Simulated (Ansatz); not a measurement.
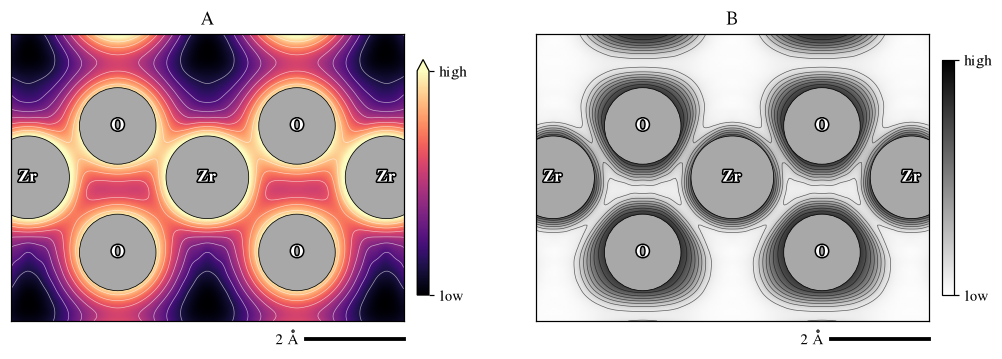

ZrO2: 2 fields on the (100) plane of the conventional cell, with unlabelled colour scales. Grey discs cover the atomic cores.

Space group P4₂/nmc; computed pressure about −4 GPa in this cell.

Method: Kohn-Sham DFT of a periodic cell, PBE, Ansatz PAW in Ansatz 0.2.0.

```cif
data_structure
_symmetry_space_group_name_H-M 'P 1'
_symmetry_Int_Tables_number 1
_cell_length_a 3.6680
_cell_length_b 3.6680
_cell_length_c 5.1770
_cell_angle_alpha 90.000
_cell_angle_beta 90.000
_cell_angle_gamma 90.000
_cell_volume 69.65
loop_
_atom_site_label
_atom_site_type_symbol
_atom_site_fract_x
_atom_site_fract_y
_atom_site_fract_z
_atom_site_occupancy
Zr1 Zr 0.50000 0.50000 0.50000 1
Zr2 Zr 0.00000 0.00000 0.00000 1
O1 O 0.50000 0.00000 0.79700 1
O2 O 0.50000 0.00000 0.29700 1
O3 O 0.00000 0.50000 0.70300 1
O4 O 0.00000 0.50000 0.20300 1
```

Q: The panels show electron localisation function and valence pseudo-density in some order. Assign them.

A: Panel A: valence pseudo-density. Panel B: electron localisation function. From the grid: Zr–O (2.11 Å): ρ at the midpoint is about 0.66 e/Å³; the ELF peaks at about 0.85 in the valence shell of O, 0.6 Å from its nucleus, and drops to about 0.25 between the two atoms (no shared electron pair shows on this line). Zr–O (2.39 Å): ρ at the midpoint is about 0.33 e/Å³; the ELF is about 0.10 at the midpoint; no localised pair shows between them.
